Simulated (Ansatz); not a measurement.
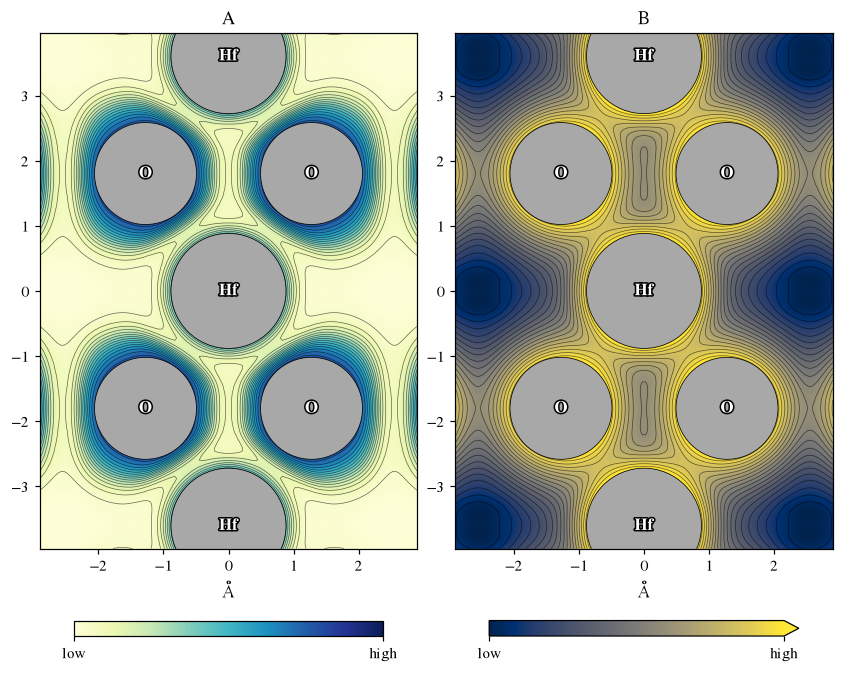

HfO$_{2}$: 2 fields on the (110) plane of the conventional cell, with unlabelled colour scales. Grey discs cover the atomic cores.

Space group Fm-3m; PAW files of the earlier set (soft_1).

Method: Ansatz, DFT PBE, scalar-relativistic, plane waves, PAW.

Match the panels to the quantities (electron localisation function and valence pseudo-density).

Answer. Panel A: electron localisation function. Panel B: valence pseudo-density. From the grid: Hf–O (2.21 Å): ρ is about 0.53 e/Å³ halfway; the ELF peaks at about 0.85 in the valence shell of O, 0.6 Å from its nucleus, and drops to about 0.15 between the two atoms (no localised pair shows between them).
